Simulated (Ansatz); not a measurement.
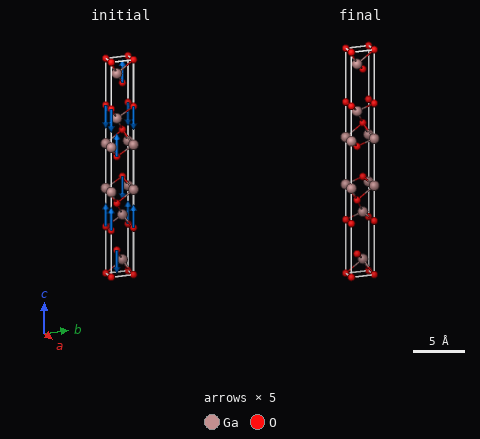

The structure of crystalline Ga$_{2}$O$_{3}$ (built on the Sb2Te3-166 type type) before (left) and after (right) a relaxation, at one scale. The blue arrows give the displacements (the part carried along by the change of the cell is left out), magnified 5 times.

Style: ball-and-stick. Shown: the conventional cell (3 times the calculation's cell), slightly off an axis. Lengths and directions refer to the drawn axes.

Method: DFT, PBEsol, plane waves, PAW (Ansatz 0.2.0). Settings: plane-wave cutoff 420 eV; k-point mesh 8 × 8 × 8; occupations fermi dirac; smearing width 0.03 eV; no spin polarisation; cell and atoms relaxed; force threshold 0.01 eV/Å; at most 120 steps.

**What changed between the two?**

The largest moves relative to the cell, 0.48 Å, are those of O atoms. Largest moves by element: O 0.48 Å, Ga 0.01 Å. The volume changes by +9.9 %, with a = b 2.916 → 2.988 Å (+2.5 %), c 21.533 → 22.544 Å (+4.7 %). Among the contacts that change: Ga–O 2.039 → 1.876 Å, Ga–O 2.155 → 2.219 Å. Among the angles between lasting bonds that change: Ga–O–Ga 91.3° → 105.6°, O–Ga–O 91.3° → 105.6°, O–Ga–O 175.7° → 164.2°. The space group stays R-3m (No. 166). The energy falls by 411 meV per atom in 13 accepted moves (18 points after the start). The largest force component goes from 5.3 to 0.0041 eV/Å. The pressure goes from −8.58 to 0.01 GPa. The SCF was repeated 5 times at an unchanged geometry on a basis and grid sized afresh for the cell, which shifted the energy by 3.7 meV per atom at most. Cost: 49 s on 2 threads of Intel(R) Xeon(R) Platinum 8259CL CPU @ 2.50GHz (Skylake/Cascade Lake), on a shared host, peak memory 0.46 GiB.
